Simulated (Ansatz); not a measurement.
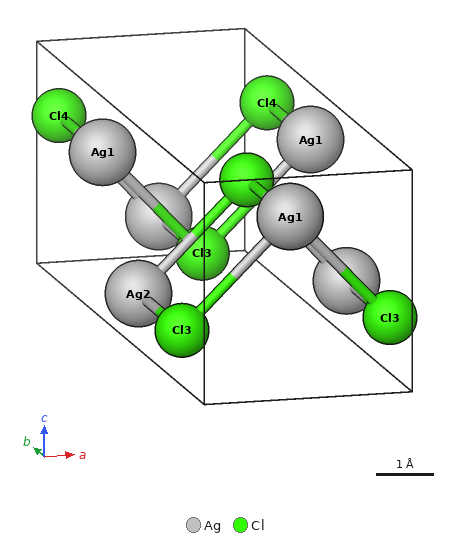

The structure (ball-and-stick view of the cell 2 times as large as that of the calculation, set on its symmetry axes, seen slightly off an axis; atoms are numbered from 1 in the order of the input). An atom can appear more than once, as a periodic image.

**AgCl: band-structure calculation (part 1 of 2)**

AgCl (Cmcm, 4 atoms in the cell), computed with DFT, HSE06, plane waves, PAW, no spin polarisation (Ansatz 0.2.0).

The structure derives from a Materials Project entry. The geometry comes from this level: r2SCAN (a point of a series of strains). It belongs to a series of runs on one base structure; here: hydrostatic strain +1.7%. Figures and captions count atoms from 1; the log counts them from 0 in places.

The input:
```yaml
crystal:
  lattice:
    - [1.89388255, -5.6476312267, 0.0]
    - [1.89388255, 5.6476312267, 0.0]
    - [0.0, 0.0, 4.0070923717]
  atoms:
    - { symbol: Ag, position: [0.3926826977, 0.6073173023, 0.75] }
    - { symbol: Ag, position: [0.6073173023, 0.3926826977, 0.25] }
    - { symbol: Cl, position: [0.8671197881, 0.1328802119, 0.25] }
    - { symbol: Cl, position: [0.1328802119, 0.8671197881, 0.75] }
kpoints:
  mp_grid: { grid: [6, 6, 4] }
  band_path:
    path:
      - [0.0, 0.0, 0.0]
      - [-0.5, 0.5, 0.0]
      - [-0.2781134039, 0.7218865961, 0.0]
      - [0.2781134039, 0.2781134039, 0.0]
      - [0.0, 0.0, 0.5]
      - [0.2781134039, 0.2781134039, 0.5]
      - [-0.2781134039, 0.7218865961, 0.5]
      - [-0.5, 0.5, 0.5]
      - [0.0, 0.5, 0.0]
      - [0.244792, 0.244792, 0.0]
    npoints: 1
hamiltonian:
  xc: hse06
scf:
  occupations: { method: fixed }
  n_extra_bands: 5
output:
  forces: true
  stress: true
  eigenvalues: true
  write_density: true
  write_potential: true
  elf: true
  volumetric_format: npy
```

Machine: 4 threads of Arm Neoverse V2, 24 GiB of memory available, shared host.

Launched with:
```bash
ansatz run input.yaml --threads 4 --pin off --max-ram 4608MiB --backend cpu --events-out ev --progress --plain --runs-dir out
```

Output:
```
Warning: output.stress: scf.convergence.dr2_threshold = 1e-7 eV (the SCF's general default) is looser than the 4e-10 eV advised for a printed stress (1e-10 eV for each atom of the cell: 4). What an SCF threshold leaves in a stress goes as its square root, and in the free energy as the threshold itself, and one threshold admits the most on a small cell: of the crystals measured, under no hybrid functional and no lock of the moments, on runs that ended without the residual-converged pass, on stresses that held no estimate of that error, the worst erred by over 100 MPa in a component at 1e-7 eV an atom and by under 5 at 1e-10. Set scf.convergence.dr2_threshold to 4e-10 eV or tighter. The threshold is an SCF's pass mark: one that does not reach it within its budget of iterations ends unconverged, or closes short of it on a stop that the run arms, and scf.convergence.dr2_threshold's page says what that costs each kind of run
Warning: output.stress: scf.exx.energy_threshold = 1e-6 eV is looser than the 4e-8 eV advised for a stress under a hybrid functional (1e-8 eV for each atom of the cell: 4). Every SCF of the exchange loop can meet its threshold on dr2 while the loop round them stops early: no threshold on dr2 bounds what that leaves in the stress. Set scf.exx.energy_threshold to 4e-8 eV or tighter. The threshold is the loop's pass mark: a loop that does not reach it within its budget of cycles ends unconverged, and scf.exx.energy_threshold's page has the law
scf.n_extra_bands = 5 over 26 filled bands (N_el = 52.0): the run solves 31 bands
Engine: ansatz 0.2.0, aarch64-unknown-linux-gnu
Pseudopotentials: kind: paw
Pseudopotential: Ag, paw, valence charge 19, recommended cutoff 420 eV (normal), Ag.paw.azcp
Pseudopotential: Cl, paw, valence charge 7, recommended cutoff 420 eV (normal), Cl.paw.azcp
Functional definition: HSE06
  parameter a = 0.25
  parameter omega = 0.11/bohr
  exchange = pbe_x - a*pbe_x_sr(omega) + a*exact_x_sr(omega)
  correlation = pbe_c
davidson cushion auto → on  (no smearing: the cushion is to keep the highest requested band from converging to the state above it; pin scf.eigensolver.cushion to override)
Crystal: 4 atoms, lattice volume = 85.719 Å³
Basis set: ecut = 420 eV, 1657 PW (Γ), exchange–correlation on 80×80×54 points (8 copies of the dense FFT grid, shifted against one another)
Bands: 31, of which v1, the nominal top of the filled ones, is band 26 counted from 1 (25 counted from 0)
Symmetry: 8 space group operations
Space group: Cmcm (ITA 63), of the structure as read, at distance tolerance 4.4e-5 Å
k-points: 39 of 144
Non-local potential: Ag, projectors of the file, l = 0: 3, l = 1: 2, l = 2: 2, l = 3: 1
Non-local potential: Cl, projectors of the file, l = 0: 2, l = 1: 2, l = 2: 2
PAW form: soft (Blöchl's): semilocal exchange-correlation on the pseudo side does not see the compensation charge
PAW frozen core: Ag, regenerated for the run's functional, and the local potential with it (the file was generated under x = pbe(κ = 0.804, μ = 0.2195149727645171), c = pbe(β = 0.06672455060314922))
PAW frozen core: Cl, regenerated for the run's functional, and the local potential with it (the file was generated under x = pbe(κ = 0.804, μ = 0.2195149727645171), c = pbe(β = 0.06672455060314922))
PAW one-centre angular grid: Ag, 590 points (default); XC on 96 Gauss nodes
PAW one-centre angular grid: Cl, 110 points (default); XC on 64 Gauss nodes
Initial density: superposition of atomic densities (neutral atoms: chi_scale 0, normalization atom), corrected by the library's trained network
Initial wavefunctions: pseudopotential atomic-orbital guess
Functional: x = pbe(κ = 0.804, μ = 0.2195149727645171), c = pbe(β = 0.06672455060314922), warm-up for x = pbe(κ = 0.804, μ = 0.2195149727645171) + 0.25 (exact − pbe) at short range (hse, ω = 0.20786987370883472 Å⁻¹), c = pbe(β = 0.06672455060314922); HSE06 as pw.x's `hse` composes it (authors' and Libxc's form: `xc: wpbeh`)
SCF iter   1: F=—  HF=-17341.646923 eV  |F-HF|=—  |Δ(HF+E_count)|=         —  Δρ=2.06e-3  dr2=2.53e-3  ethr=1.77e-3  ⟨swp⟩=8.3  Hψ=5232  notcnv=0
preconditioner: auto → none  [insulator: Δε(μ)=0.431 eV  Ē_g=9.649 eV  n_scr=26 (ndim 8)  ℏωp=24.1 eV  f_vac=0.024]
iter 2 solved again at ethr=3.76e-7 eV; its pass at ethr=4.86e-6 eV (dr2=1.95e-4 eV) is discarded
SCF iter   2: F=—  HF=-17341.646615 eV  |F-HF|=—  |Δ(HF+E_count)|=   3.07e-4  Δρ=6.62e-4  dr2=1.95e-4  ethr=3.76e-7  ⟨swp⟩=2.2  Hψ=6679  notcnv=0  defer=2
SCF iter   3: F=—  HF=-17341.646620 eV  |F-HF|=—  |Δ(HF+E_count)|=   4.31e-6  Δρ=3.07e-4  dr2=3.30e-5  ethr=3.75e-7  ⟨swp⟩=3.0  Hψ=3425  notcnv=0
SCF iter   4: F=-17341.646640 eV  HF=-17341.646641 eV  |F-HF|=4.58e-7  |Δ(HF+E_count)|=   2.13e-5  Δρ=1.33e-4  dr2=1.07e-5  ethr=6.35e-8  ⟨swp⟩=3.1  Hψ=3487  notcnv=0
SCF 1 stopped early in 4 iterations: F = -17341.646640 eV  dr2 = 1.07e-5
  greatest PAW one-centre occupation: 1.000 electrons in one spin orbital (limit 2), on the Ag atom at site 1 (counted from 0), in its partial waves of l = 0
Initial density: handed on by an earlier stage of this run
Initial wavefunctions: those handed on with the density
Functional: x = pbe(κ = 0.804, μ = 0.2195149727645171) + 0.25 (exact − pbe) at short range (hse, ω = 0.20786987370883472 Å⁻¹), c = pbe(β = 0.06672455060314922); HSE06 as pw.x's `hse` composes it (authors' and Libxc's form: `xc: wpbeh`)
Exchange kernel: α = 0.2500, screened, ω = 0.2079 Å⁻¹, Wigner–Seitz truncation, v(0) = 1042.7908 eV·Å³, q-mesh 6×6×4, nearest image of the exchange supercell L = 16.03 Å, pair-density grid 25×25×18, without the augmentation charges, whose exchange is taken in its separable form by FFT convolution over the k-point mesh (sized by the pseudopotential files, 25×40×27 at the most), smooth part of the exact exchange by density-matrix convolution
Frozen-core exchange: fock
SCF iter   1: F=—  HF=-17349.920621 eV  |F-HF|=—  |Δ(HF+E_count)|=         —  Δρ=9.95e-3  dr2=8.93e-2  ethr=2.06e-7  ⟨swp⟩=7.1  Hψ=6551  notcnv=0
preconditioner: auto → none  [insulator: Δε(μ)=1.864 eV  Ē_g=11.673 eV  n_scr=26 (ndim 8)  ℏωp=24.1 eV  f_vac=0.024]
SCF iter   2: F=—  HF=-17349.897773 eV  |F-HF|=—  |Δ(HF+E_count)|=   2.28e-2  Δρ=3.97e-3  dr2=1.00e-2  ethr=2.06e-7  ⟨swp⟩=5.1  Hψ=5576  notcnv=0
SCF iter   3: F=—  HF=-17349.914819 eV  |F-HF|=—  |Δ(HF+E_count)|=   1.70e-2  Δρ=2.30e-3  dr2=3.74e-3  ethr=2.06e-7  ⟨swp⟩=4.8  Hψ=4863  notcnv=0
SCF iter   4: F=—  HF=-17349.914022 eV  |F-HF|=—  |Δ(HF+E_count)|=   7.97e-4  Δρ=8.83e-4  dr2=4.38e-4  ethr=2.06e-7  ⟨swp⟩=4.0  Hψ=4181  notcnv=0
SCF iter   5: F=—  HF=-17349.914635 eV  |F-HF|=—  |Δ(HF+E_count)|=   6.13e-4  Δρ=4.26e-4  dr2=1.57e-4  ethr=2.06e-7  ⟨swp⟩=3.9  Hψ=3642  notcnv=0
SCF iter   6: F=-17349.914587 eV  HF=-17349.914589 eV  |F-HF|=2.20e-6  |Δ(HF+E_count)|=   4.54e-5  Δρ=3.56e-5  dr2=1.49e-6  ethr=2.06e-7  ⟨swp⟩=3.0  Hψ=3343  notcnv=0
SCF 2 stopped early in 6 iterations: F = -17349.914587 eV  dr2 = 1.49e-6
  Residual-converged pass: ⟨swp⟩=3.4  Hψ=3534  notcnv=0  max |occ|·‖R‖ = 6.7e-6 eV (tolerance 6.7e-6 eV)  dr2=1.54e-6  dr2_onsite=4.94e-8  max |Δocc| = 0.0e0
  greatest PAW one-centre occupation: 1.001 electrons in one spin orbital (limit 2), on the Ag atom at site 1 (counted from 0), in its partial waves of l = 1
hybrid outer 1: dexx = +2.216e-2 eV, tail = 4.78e-5 eV
Exchange kernel: α = 0.2500, screened, ω = 0.2079 Å⁻¹, Wigner–Seitz truncation, v(0) = 1042.7908 eV·Å³, q-mesh 6×6×4, nearest image of the exchange supercell L = 16.03 Å, pair-density grid 25×25×18, without the augmentation charges, whose exchange is taken in its separable form by FFT convolution over the k-point mesh (sized by the pseudopotential files, 25×40×27 at the most), smooth part of the exact exchange by density-matrix convolution
Frozen-core exchange: fock
SCF iter   1: F=—  HF=-17349.914588 eV  |F-HF|=—  |Δ(HF+E_count)|=         —  Δρ=4.92e-5  dr2=9.82e-7  ethr=4.60e-7  ⟨swp⟩=3.2  Hψ=3125  notcnv=0
preconditioner: auto → none  [insulator: Δε(μ)=1.865 eV  Ē_g=11.601 eV  n_scr=26 (ndim 8)  ℏωp=24.1 eV  f_vac=0.027]
SCF iter   2: F=—  HF=-17349.914587 eV  |F-HF|=—  |Δ(HF+E_count)|=   1.81e-7  Δρ=1.89e-5  dr2=4.99e-7  ethr=1.70e-9  ⟨swp⟩=3.5  Hψ=3483  notcnv=0
SCF iter   3: F=—  HF=-17349.914594 eV  |F-HF|=—  |Δ(HF+E_count)|=   6.18e-6  Δρ=6.75e-6  dr2=4.78e-8  ethr=1.99e-10  ⟨swp⟩=4.6  Hψ=3590  notcnv=0  defer=12
SCF iter   4: F=—  HF=-17349.914594 eV  |F-HF|=—  |Δ(HF+E_count)|=   9.42e-9  Δρ=1.37e-6  dr2=1.28e-9  ethr=8.77e-11  ⟨swp⟩=3.1  Hψ=3432  notcnv=0
SCF iter   5: F=-17349.914594 eV  HF=-17349.914594 eV  |F-HF|=2.91e-11  |Δ(HF+E_count)|=  6.55e-11  Δρ=3.55e-7  dr2=3.04e-10  ethr=2.08e-12  ⟨swp⟩=3.0  Hψ=3578  notcnv=0
SCF 3 converged in 5 iterations: F = -17349.914594 eV  dr2 = 3.04e-10
  Residual-converged pass: ⟨swp⟩=2.0  Hψ=2496  notcnv=0  max |occ|·‖R‖ = 4.9e-7 eV (tolerance 5.0e-7 eV)  dr2=3.06e-10  dr2_onsite=9.52e-12  max |Δocc| = 0.0e0
hybrid outer 2: dexx = +5.000e-7 eV, tail = 3.06e-8 eV, Δε = 1.63e-3 eV (about 3.70e-5 eV left of the loop's levels), ΔF = 1.42e-2 eV/Å (tail 1.57e-3)
Exchange kernel: α = 0.2500, screened, ω = 0.2079 Å⁻¹, Wigner–Seitz truncation, v(0) = 1042.7908 eV·Å³, q-mesh 6×6×4, nearest image of the exchange supercell L = 16.03 Å, pair-density grid 25×25×18, without the augmentation charges, whose exchange is taken in its separable form by FFT convolution over the k-point mesh (sized by the pseudopotential files, 25×40×27 at the most), smooth part of the exact exchange by density-matrix convolution
Frozen-core exchange: fock
SCF iter   1: F=—  HF=-17349.914588 eV  |F-HF|=—  |Δ(HF+E_count)|=         —  Δρ=2.19e-6  dr2=1.45e-9  ethr=2.94e-10  ⟨swp⟩=4.5  Hψ=3148  notcnv=0
preconditioner: auto → none  [insulator: Δε(μ)=1.864 eV  Ē_g=11.601 eV  n_scr=26 (ndim 8)  ℏωp=24.1 eV  f_vac=0.027]
SCF iter   2: F=—  HF=-17349.914588 eV  |F-HF|=—  |Δ(HF+E_count)|=  4.87e-10  Δρ=4.38e-7  dr2=2.43e-9  ethr=2.77e-12  ⟨swp⟩=3.2  Hψ=3185  notcnv=0
SCF iter   3: F=—  HF=-17349.914588 eV  |F-HF|=—  |Δ(HF+E_count)|=   1.12e-7  Δρ=1.88e-7  dr2=7.24e-10  ethr=1.61e-12 (applied; sched 1.00e-12)  ⟨swp⟩=5.5  Hψ=3036  notcnv=0
SCF iter   4: F=-17349.914588 eV  HF=-17349.914588 eV  |F-HF|=3.64e-12  |Δ(HF+E_count)|=   3.82e-9  Δρ=6.86e-8  dr2=3.89e-12  ethr=1.59e-12 (applied; sched 1.00e-12)  ⟨swp⟩=5.2  Hψ=2891  notcnv=0
SCF 4 converged in 4 iterations: F = -17349.914588 eV  dr2 = 3.89e-12
  Residual-converged pass: ⟨swp⟩=2.0  Hψ=2246  notcnv=0  max |occ|·‖R‖ = 4.9e-7 eV (tolerance 5.0e-7 eV)  dr2=4.60e-12  dr2_onsite=3.88e-13  max |Δocc| = 0.0e0
```

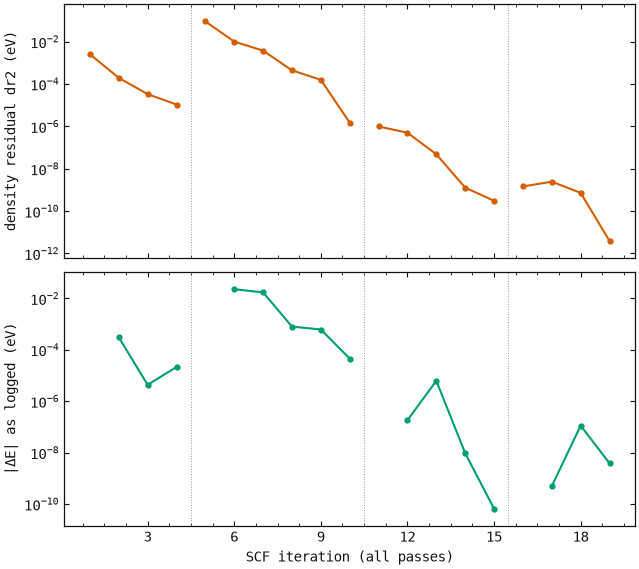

Convergence of the self-consistent field: density residual dr2 and size of the energy change against the SCF iteration. The run starts with a semilocal functional; after that each stretch between dotted lines is one SCF of the hybrid functional between two exact rebuilds of the exchange operator by the outer loop. Early passes are stopped at a loose threshold. The passes take 4, 6, 5 and 4 iterations.

```
hybrid outer 3: dexx = +7.959e-10 eV, tail = 2.10e-10 eV, Δε = 1.56e-4 eV (about 1.24e-6 eV left of the loop's levels), ΔF = 4.13e-4 eV/Å (tail 3.99e-5)
NSCF: frozen V_eff on 10 k-points
hybrid SCF converged: 3 outer / 15 inner (+4 warm-up), last move |dexx| = 7.96e-10 eV, tail = 2.10e-10 eV
Stability not checked: this state was not tested for a lower state beside it, because the functional holds exact exchange (a hybrid, or Hartree-Fock), whose exchange loop this test does not read (fock_operator; see scf.lower_state_search)
Free energy (F): -17349.914588 eV
Frozen-core exchange: fock
Harris-Foulkes:  -17349.914588 eV  (|F-HF|=3.64e-12)
Internal energy: -17349.914588 eV  (E = F + TS)
E sigma→0 (E₀):  -17349.914588 eV
Fermi energy:    6.967869 eV
--- Per-component energies (eV) ---
  E_band       = -844.238694
  E_kinetic    = 1379.430862
  E_local      = -6523.841731  (includes V_loc(G=0)·N_el)
  E_nonlocal   = 227.683554
  E_hartree    = 2869.976645
  E_xc         = -463.393829
  E_vxc        = -561.353380  (∫ρ·V_xc dr)
  E_exx        = -191.023800  (= α·E_x^exact, valence–valence)
  E_paw        = -9064.957876  (= ΣΔE_a)
  E_vpaw       = -724.064367  (= ΣTr[D̂ρ^β])
  E_aug_tail   = 0.000823  (compensation charges beyond the density's cutoff)
  E_ewald      = -5582.409245
  E_core_change = -1.379991  (= ΣΔE_core)
  E_smearing   = -0.000000  (= −TS)
  E_closure    = 0.000001  (closes the sum)
  Σ components = -17349.914588   (vs F -17349.914588, Δ=0.00e0)
--- Forces (eV/Å), atoms counted from 1 ---
  atom   1  Ag     0.00000000     0.10623824     0.00000000
  atom   2  Ag     0.00000000    -0.10623824     0.00000000
  atom   3  Cl     0.00000000    -0.03727770     0.00000000
  atom   4  Cl     0.00000000     0.03727770     0.00000000
  max |Σ_I F_I| component: 0.00e0 eV/Å
--- Stress (GPa, compression-positive) ---
       -1.374621       0.000000       0.000000
        0.000000      -0.035963       0.000000
        0.000000       0.000000      -0.891532
  P = ⅓ Tr σ = -0.7674 GPa (-7.674 kbar)
--- Band table (eV; the first three rows and the last of 39) ---
  k-point 0: bands = ["-87.1362", "-87.1343", "-49.4076", "-49.3856", "-49.3768", "-49.3624", "-49.3513", "-49.3493", "-9.0987", "-8.5311", "2.5756", "3.4369", "3.6217", "3.6701", "3.7001", "3.9326", "3.9590", "4.0769", "4.0989", "4.2290", "4.3887", "4.4485", "4.8394", "5.0800", "5.3204", "5.3353", "8.8323", "11.5834", "16.0698", "16.7935", "18.4308"]
  k-point 1: bands = ["-87.1359", "-87.1346", "-49.4055", "-49.3918", "-49.3724", "-49.3640", "-49.3510", "-49.3496", "-8.9357", "-8.5226", "2.5954", "2.6339", "2.9117", "3.0617", "3.2748", "3.4168", "3.9068", "4.1628", "4.1654", "4.1996", "4.2994", "4.6842", "5.2317", "5.4343", "6.0627", "6.0847", "10.4238", "12.9206", "15.4574", "16.2738", "17.0624"]
```
